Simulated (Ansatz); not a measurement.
## Run report: Y, single-point calculation

- system: Y (slab, 10 atoms in the cell)
- method: DFT PBE, scalar-relativistic, plane waves, PAW, no spin polarisation (Ansatz 0.2.0)

The structure derives from an entry of the Crystallography Open Database. Figures and captions count atoms from 1; the log counts them from 0 in places.

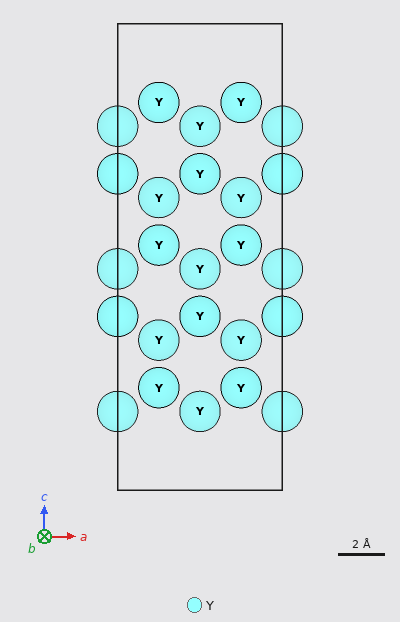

Fig. 1: The structure as given in the input (spheres-only view of the 2 × 1 repeat of the cell, with the vacuum cut short, along the b axis).

## Input
```yaml
crystal:
  lattice:
    - [3.6571046517, 0.0, 0.0]
    - [0.0, 5.674065978, 0.0]
    - [0.0, 0.0, 28.7242973083]
  atoms:
    - { symbol: "Y", position: [0.0, 0.75, 0.261102993] }
    - { symbol: "Y", position: [0.5, 0.25, 0.2978563787] }
    - { symbol: "Y", position: [0.5, 0.75, 0.3713631501] }
    - { symbol: "Y", position: [0.0, 0.25, 0.4081165358] }
    - { symbol: "Y", position: [0.0, 0.75, 0.4816233072] }
    - { symbol: "Y", position: [0.5, 0.25, 0.5183766928] }
    - { symbol: "Y", position: [0.5, 0.75, 0.5918834642] }
    - { symbol: "Y", position: [0.0, 0.25, 0.6286368499] }
    - { symbol: "Y", position: [0.0, 0.75, 0.7021436213] }
    - { symbol: "Y", position: [0.5, 0.25, 0.738897007] }
basis:
  ecutwfc: 420
kpoints:
  mp_grid: { grid: [10, 6, 1] }
hamiltonian:
  xc: pbe
scf:
  occupations: { method: gaussian, width: 0.1 }
output:
  forces: true
  stress: true
  eigenvalues: true
  write_density: true
  write_potential: true
  elf: true
  volumetric_format: npy
efield:
  axis: 3
  dipole_correction: true
```

Machine: 1 thread of Arm Neoverse V1, 24 GiB of memory available, shared host.

Command:
```bash
ansatz run input.yaml --threads 1 --pin off --max-ram 2560MiB --backend cpu --events-out ev --progress --plain --runs-dir out
```

## What the program printed
```
Engine: ansatz 0.2.0, aarch64-unknown-linux-gnu
Pseudopotentials: kind: paw
Pseudopotential: Y, paw, valence charge 11, recommended cutoff 420 eV (normal), Y.paw.azcp
Functional definition: PBE
  parameter kappa = 0.804
  parameter beta = 0.06672455060314922
  exchange = pbe_x(kappa = kappa, mu = beta*pi^2/3)
  correlation = pbe_c(beta = beta)
Crystal: 10 atoms, lattice volume = 596.048 Å³
Basis set: ecut = 420 eV, 11633 PW (Γ), exchange–correlation on 50×80×384 points (8 copies of the dense FFT grid, shifted against one another)
Bands: 66, of which v1, the nominal top of the filled ones, is band 55 counted from 1 (54 counted from 0)
Symmetry: 4 space group operations
k-points: 24 of 60
Non-local potential: Y, projectors of the file, l = 0: 3, l = 1: 2, l = 2: 2, l = 3: 1
PAW form: soft (Blöchl's): semilocal exchange-correlation on the pseudo side does not see the compensation charge
PAW one-centre angular grid: Y, 590 points (default); XC on 64 Gauss nodes
Initial density: superposition of atomic densities (neutral atoms: chi_scale 0, normalization atom), corrected by the library's trained network
Initial wavefunctions: pseudopotential atomic-orbital guess
Functional: x = pbe(κ = 0.804, μ = 0.2195149727645171), c = pbe(β = 0.06672455060314922)
SCF iter   1: F=—  HF=-38484.166939 eV  |F-HF|=—  |Δ(HF+E_count)|=         —  Δρ=3.02e-3  dr2=7.38e-1  ethr=1.77e-3  p=0.000 e·Å  D=2.25e-14 V/Å  ΔV_dip=-0.00 eV  dr2_dipole=5.75e-8  V_vac-E_F(+/−)=2.92/2.92 eV  ⟨swp⟩=9.6  Hψ=6966  notcnv=0
efield: sawtooth ramp at fractional position 0.9500 (placed from the atoms, in the widest stretch of the axis that holds none; the zero of the levels goes with the place), width 0.1000; the density the first Hamiltonian is built on has a dipole p = 0.000 e·Å; the dipole correction subtracts the counter field D = 2.25e-14 V/Å, which shifts the + side's vacuum level by -0.00 eV against the − side's; the planar-averaged density in the ramp window peaks in size at 1.1e-4 e/Å³
preconditioner: auto → LDOS  [metal: Δε(μ)=0.003 eV  Ē_g=1.882 eV  σ=0.100 eV  W_gap=0.02  n_scr=82 (ndim 8)  ℏωp=8.3 eV  f_vac=0.384  D(μ)=17.36/eV (n_scr^D=130)  β→1.0]
SCF iter   2: F=—  HF=-38484.137765 eV  |F-HF|=—  |Δ(HF+E_count)|=   2.92e-2  Δρ=1.17e-3  dr2=5.17e-2  ethr=6.71e-4  p=0.000 e·Å  D=1.72e-5 V/Å  ΔV_dip=-0.00 eV  dr2_dipole=1.55e-6  V_vac-E_F(+/−)=3.31/3.31 eV  ⟨swp⟩=2.3  Hψ=1972  notcnv=0  defer=21
SCF iter   3: F=—  HF=-38484.138830 eV  |F-HF|=—  |Δ(HF+E_count)|=   1.07e-3  Δρ=5.00e-4  dr2=6.38e-3  ethr=4.70e-5  p=-0.000 e·Å  D=-7.88e-6 V/Å  ΔV_dip=0.00 eV  dr2_dipole=1.50e-6  V_vac-E_F(+/−)=3.32/3.32 eV  ⟨swp⟩=2.0  Hψ=2578  notcnv=0  defer=21
SCF iter   4: F=—  HF=-38484.139004 eV  |F-HF|=—  |Δ(HF+E_count)|=   1.73e-4  Δρ=2.83e-4  dr2=1.01e-3  ethr=5.80e-6  p=0.000 e·Å  D=1.95e-5 V/Å  ΔV_dip=-0.00 eV  dr2_dipole=5.93e-7  V_vac-E_F(+/−)=3.33/3.34 eV  ⟨swp⟩=2.0  Hψ=2616  notcnv=0  defer=21
SCF iter   5: F=—  HF=-38484.138866 eV  |F-HF|=—  |Δ(HF+E_count)|=   1.38e-4  Δρ=7.82e-5  dr2=9.92e-5  ethr=9.15e-7  p=0.000 e·Å  D=1.24e-5 V/Å  ΔV_dip=-0.00 eV  dr2_dipole=4.87e-7  V_vac-E_F(+/−)=3.34/3.34 eV  ⟨swp⟩=2.1  Hψ=2606  notcnv=0  defer=21
SCF iter   6: F=—  HF=-38484.138620 eV  |F-HF|=—  |Δ(HF+E_count)|=   2.46e-4  Δρ=2.05e-5  dr2=8.70e-6  ethr=9.02e-8  p=0.000 e·Å  D=6.99e-6 V/Å  ΔV_dip=-0.00 eV  dr2_dipole=2.15e-8  V_vac-E_F(+/−)=3.35/3.35 eV  ⟨swp⟩=2.3  Hψ=2705  notcnv=0  defer=18
SCF iter   7: F=—  HF=-38484.138622 eV  |F-HF|=—  |Δ(HF+E_count)|=   2.14e-6  Δρ=8.09e-6  dr2=7.57e-7  ethr=7.91e-9  p=0.000 e·Å  D=2.17e-6 V/Å  ΔV_dip=-0.00 eV  dr2_dipole=3.29e-11  V_vac-E_F(+/−)=3.35/3.35 eV  ⟨swp⟩=2.2  Hψ=2484  notcnv=0  defer=18
SCF iter   8: F=—  HF=-38484.138622 eV  |F-HF|=—  |Δ(HF+E_count)|=   7.66e-8  Δρ=2.94e-6  dr2=1.03e-7  ethr=9.09e-11  p=0.000 e·Å  D=1.19e-6 V/Å  ΔV_dip=-0.00 eV  dr2_dipole=4.55e-10  V_vac-E_F(+/−)=3.35/3.35 eV  ⟨swp⟩=25.6  Hψ=14370  notcnv=0
SCF iter   9: F=-38484.138622 eV  HF=-38484.138622 eV  |F-HF|=4.21e-9  |Δ(HF+E_count)|=   6.57e-9  Δρ=9.07e-7  dr2=1.27e-8  ethr=9.09e-11  p=0.000 e·Å  D=4.48e-7 V/Å  ΔV_dip=-0.00 eV  dr2_dipole=5.15e-10  V_vac-E_F(+/−)=3.35/3.35 eV  ⟨swp⟩=10.7  Hψ=10352  notcnv=0
WARN: efield: at this solve's end the planar-averaged density reaches 2.16e-5 e/Å³ inside the ramp window [0.9152, 0.0848] (bound 1e-5 e/Å³); the window's nearer edge stands 5.06 Å from this solve's nearest atom along the axis. Its work functions, free energy, forces, stress, dipole, levels and responses can be off, and this figure does not tell by how much. A short vacuum, a low `basis.ecutwfc` or `basis.ecutrho_ratio` and negative occupations (`scf.occupations.method`) can put density there. See the manual's quickstart, § The vacuum guard
SCF 1 converged in 9 iterations: F = -38484.138622 eV  dr2 = 1.27e-8
  greatest PAW one-centre occupation: 0.994 electrons in one spin orbital (limit 2), on the Y atom at site 0 (counted from 0), in its partial waves of l = 0
WARN: The output density's exchange-correlation potential varies sharply where the density is thin. Do not read a vacuum level from v_tot or v_xc, or from such a field of the output density. On a cell that repeats whose density bears no net charge and no dipole along the vacuum's axis use v_es (v_loc + v_h of the components); under efield.dipole_correction with no amplitude use v_es + v_field, which holds any external_charges[].barrier, or the levels of the report's work_function block, which leave it out; under a non-zero efield.amplitude the vacuum is tilted and has no level; on a cell that repeats and bears such a dipole with no correction it is tilted too, and efield.dipole_correction with no amplitude gives each side of its ramp a level where efield: is served; in a cell that repeats whose density bears a net charge (total_charge, or a fill off its count) it is curved and has none; of a slab under crystal.periodic whose density bears no net charge use v_es, which has a level on each side, short of where the two are joined; of another it falls or rises all the way out and has none; of a slab beside external_charges read slab_vacuum_level instead, which it has where they leave it neutral. The grid or the basis barely resolves most such structure, and the values can differ between equally converged runs; as a rule a tighter scf.convergence.dr2_threshold does not remove it. Where the density itself ripples (under the LDA too) a higher basis.ecutwfc lessens it. The files hold the spikes' plane waves up to the density's cutoff. Files: v_tot_of_output_density and the like, and their columns of v_z.tsv (output.write_potential); v_xc_of_output_density and the like, and their columns of v_comp_z.tsv (output.write_potential_components). Measured: with its Gaussian average of σ = 0.25 Å subtracted twice, the exchange-correlation potential is over 0.1 eV at 4059 of the grid points where the equally averaged density (valence and model cores) is under 1e-3 e/Å³, and 0.761 eV at the most among them, at an averaged density of 4.0e-7 e/Å³. The input density's (outcome.potential() and, of a run that writes arrays, v_tot and v_xc) is over 0.1 eV, so measured, at 1205 points of its own thin density, 0.473 eV at the most. See output.write_potential in the manual, Limitations
SCF converged after 9 iterations
Free energy (F): -38484.138622 eV
Harris-Foulkes:  -38484.138622 eV  (|F-HF|=4.21e-9)
Internal energy: -38484.045186 eV  (E = F + TS)
E sigma→0 (E₀):  -38484.091904 eV
Entropy (-TS):   -0.093436 eV (-9.344 meV/atom)
Fermi energy:    3.732247 eV
Dipole field:    D = 0.000018 V/Å  (p = 0.000060 e·Å, saw-weighted, corrected)
Work function:   Φ+ = 3.3497 eV   Φ− = 3.3503 eV
Levels:          The Fermi level and band energies are counted from a zero that moves with the ramp; work functions are not
Vacuum region:   at the solve's end the planar-averaged density reaches 2.16e-5 e/Å³ inside the ramp window [0.9152, 0.0848] (bound 1e-5 e/Å³)
--- Per-component energies (eV) ---
  E_band       = -1845.221096
  E_kinetic    = 3037.921620
  E_local      = -58120.171411  (includes V_loc(G=0)·N_el)
  E_nonlocal   = 501.764163
  E_hartree    = 27623.455999
  E_xc         = -1724.624182
  E_vxc        = -1978.977776  (∫ρ·V_xc dr)
  E_paw        = -28253.487247  (= ΣΔE_a)
  E_vpaw       = -532.672583  (= ΣTr[D̂ρ^β])
  E_aug_tail   = 0.000032  (compensation charges beyond the density's cutoff)
  E_efield     = 0.000000  (sawtooth field / dipole correction)
  E_vefield    = 0.000000  (∫n·V_field dr)
  E_ewald      = 18451.095840
  E_smearing   = -0.093436  (= −TS)
  E_closure    = -0.000000  (closes the sum)
  Σ components = -38484.138622   (vs F -38484.138622, Δ=0.00e0)
--- Forces (eV/Å), atoms counted from 1 ---
  atom   1  Y      0.00000000     0.00000000     0.19876930
  atom   2  Y      0.00000000     0.00000000     0.29366925
  atom   3  Y      0.00000000    -0.00000000    -0.38726755
  atom   4  Y      0.00000000    -0.00000000    -0.14353781
  atom   5  Y      0.00000000     0.00000000     0.06890392
  atom   6  Y      0.00000000    -0.00000000    -0.06890811
  atom   7  Y      0.00000000     0.00000000     0.14353912
  atom   8  Y      0.00000000     0.00000000     0.38726549
  atom   9  Y      0.00000000    -0.00000000    -0.29367447
  atom  10  Y      0.00000000    -0.00000000    -0.19877046
  max |Σ_I F_I| component: 1.13e-5 eV/Å
--- Stress (GPa, compression-positive) ---
       -0.423147      -0.000000       0.000000
       -0.000000      -0.708853      -0.000000
        0.000000      -0.000000      -0.696636
  P = ⅓ Tr σ = -0.6095 GPa (-6.095 kbar)
--- Band table (eV; the first three rows and the last of 24) ---
  k-point 0: bands = ["-39.5238", "-39.5238", "-39.0648", "-39.0648", "-38.9069", "-38.8665", "-38.8521", "-38.8414", "-38.8110", "-38.8109", "-19.5865", "-19.5865", "-19.5636", "-19.5636", "-19.3386", "-19.3386", "-19.1809", "-19.1339", "-19.1166", "-19.1063", "-19.0398", "-18.9923", "-18.9521", "-18.9499", "-18.9208", "-18.9205", "-18.9197", "-18.8328", "-18.8294", "-18.8156", "-18.7638", "-18.7539", "-18.7382", "-18.7077", "-18.6854", "-18.6853", "-18.6394", "-18.6329", "-18.6325", "-18.6054", "-0.7455", "-0.3042", "0.3035", "1.0392", "1.7250", "2.0611", "2.4377", "2.5896", "2.8046", "2.8168", "3.0534", "3.3718", "3.6135", "3.6787", "3.8268", "3.9030", "4.3031", "4.3621", "4.5380", "4.7713", "5.1010", "5.1081", "5.1708", "5.1932", "5.3041", "5.3050"]
  k-point 1: bands = ["-39.5234", "-39.5234", "-39.0650", "-39.0650", "-38.9025", "-38.8634", "-38.8499", "-38.8451", "-38.8144", "-38.8140", "-19.5952", "-19.5952", "-19.5443", "-19.5443", "-19.3364", "-19.3364", "-19.1625", "-19.1449", "-19.1434", "-19.0643", "-19.0243", "-19.0143", "-19.0095", "-18.9226", "-18.9224", "-18.9184", "-18.8902", "-18.8272", "-18.8218", "-18.8200", "-18.7560", "-18.7514", "-18.7315", "-18.6991", "-18.6990", "-18.6950", "-18.6480", "-18.6428", "-18.6399", "-18.6394", "-0.5652", "-0.1334", "0.4532", "1.1445", "1.7388", "1.9332", "2.3167", "2.5654", "2.7163", "2.7264", "3.2265", "3.3213", "3.5668", "3.6576", "3.7328", "3.9941", "4.1672", "4.4118", "4.6311", "4.8056", "4.8373", "4.8857", "5.1251", "5.2204", "5.2606", "5.3269"]
  k-point 2: bands = ["-39.5228", "-39.5228", "-39.0653", "-39.0653", "-38.8904", "-38.8601", "-38.8505", "-38.8439", "-38.8237", "-38.8218", "-19.6013", "-19.6013", "-19.5171", "-19.5171", "-19.3320", "-19.3320", "-19.1692", "-19.1484", "-19.0825", "-19.0720", "-19.0441", "-19.0364", "-19.0154", "-18.9265", "-18.9264", "-18.9168", "-18.8414", "-18.8165", "-18.8086", "-18.7942", "-18.7509", "-18.7351", "-18.7232", "-18.7206", "-18.7128", "-18.7083", "-18.7020", "-18.6718", "-18.6713", "-18.6599", "-0.0553", "0.3510", "0.8794", "1.4189", "1.4782", "1.7919", "1.8750", "2.1966", "2.4030", "2.4250", "3.4680", "3.5423", "3.6387", "3.6483", "3.8929", "4.0288", "4.1581", "4.4904", "4.5685", "4.5847", "4.7737", "4.8085", "5.0021", "5.0230", "5.0685", "5.1517"]
  k-point 23: bands = ["-39.5059", "-39.5059", "-39.0486", "-39.0486", "-38.8533", "-38.8533", "-38.8269", "-38.8269", "-38.8152", "-38.8152", "-19.6141", "-19.6141", "-19.5572", "-19.5572", "-19.5233", "-19.5233", "-19.1547", "-19.1547", "-19.1393", "-19.1393", "-19.1038", "-19.1038", "-19.0950", "-19.0950", "-19.0058", "-19.0058", "-18.9666", "-18.9666", "-18.8290", "-18.8290", "-18.8206", "-18.8206", "-18.7651", "-18.7651", "-18.7251", "-18.7251", "-18.7250", "-18.7250", "-18.7000", "-18.7000", "2.2118", "2.2118", "2.2142", "2.2142", "2.4406", "2.4406", "2.5124", "2.5124", "2.6700", "2.6700", "3.7202", "3.7202", "3.8613", "3.8613", "3.8670", "3.8670", "3.9120", "3.9120", "4.2003", "4.2003", "4.4009", "4.4009", "4.5530", "4.5530", "4.7605", "4.7605"]
```

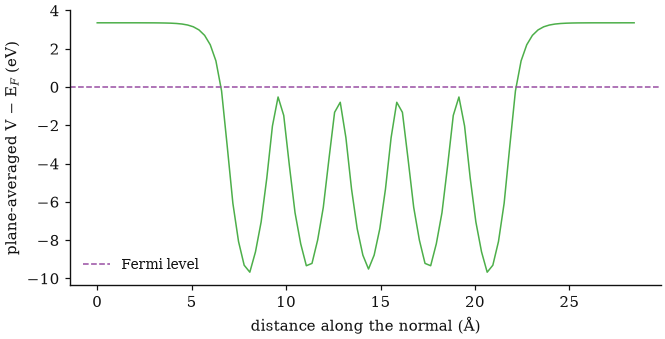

Fig. 2: Plane average of the electrostatic potential energy of an electron across the cell, from the Fermi level. The vacuum level lies 3.35 eV above the Fermi level.

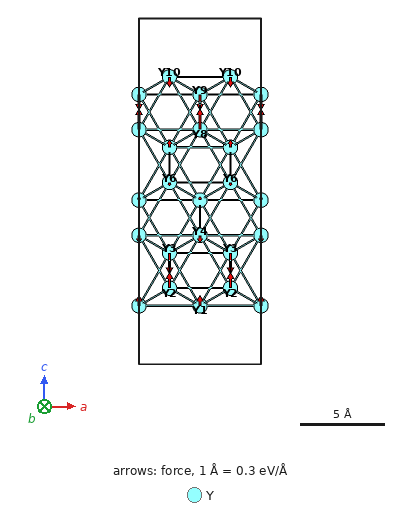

Fig. 3: Forces on the atoms as red arrows (ball-and-stick view of the 2 × 1 repeat of the cell, with the vacuum cut short, along the b axis; atoms are numbered from 1 in the order of the input). The largest act on Y3, Y8 (0.39 eV/Å); Y2, Y9 (0.29 eV/Å); Y1, Y10 (0.20 eV/Å); Y4, Y7 (0.14 eV/Å). The geometry is not a stationary point of this energy.

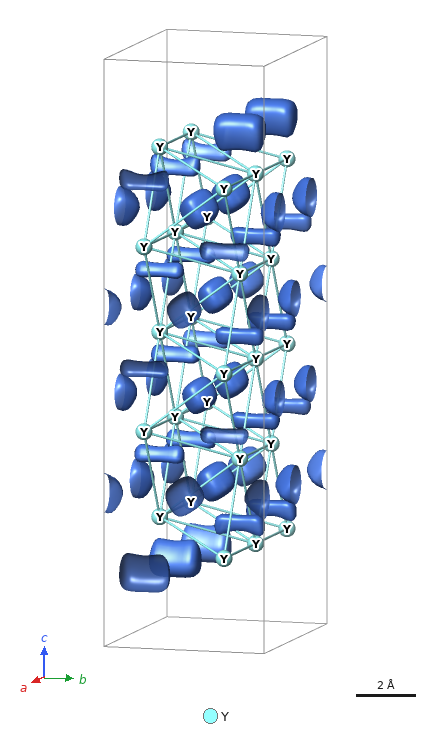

Fig. 4: Isosurface of the electron localisation function at 0.65 (blue), seen slightly off an axis. Core shells and regions of very low density are left out. Sticks mark near contacts. Counts are for one cell; the picture repeats the cell along the surface. Profiles from the grid: Y–Y (3.54 Å): the ELF is about 0.20 at the midpoint (no localised pair between them). Y–Y (3.66 Å): the ELF is about 0.25 at the midpoint (no localised pair between them). In a PAW calculation such maps are meaningful between the atoms, not at the nuclei.

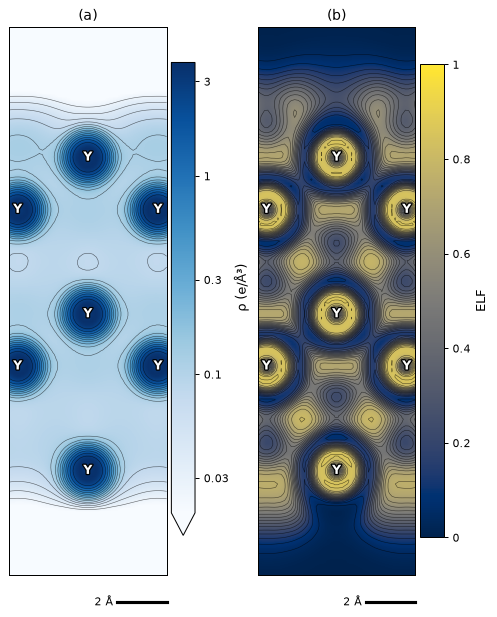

Fig. 5: (a) valence pseudo-density; (b) electron localisation function on the (100) plane of the calculation cell, a cut from vacuum to vacuum. Atoms in the plane: Y. Y–Y (3.54 Å): ρ is about 0.1 e/Å³ halfway; the ELF is about 0.20 at the midpoint (no shared electron pair). The density dies away to nearly zero in the vacuum. The strong features right at Y lie inside the PAW spheres (semicore, d or f shells) and say nothing about bonding.

## Summary

- outcome: converged
- electrons treated: 110
- free energy: −38484.1386 eV
- work function, top face: 3.35 eV
- work function, bottom face: 3.35 eV
- Fermi energy: 3.732 eV
- gap on the k-point mesh: none (metallic)
- work function (upper face): 3.35 eV
- largest force (length of the vector): 0.387 eV/Å
- wall time: 2.8 min
- peak memory: 0.93 GiB

## Remarks

Warnings of the run: the density in the vacuum is higher than it should be, so vacuum levels may be off; the exchange-correlation potential is rough where the density is thin.
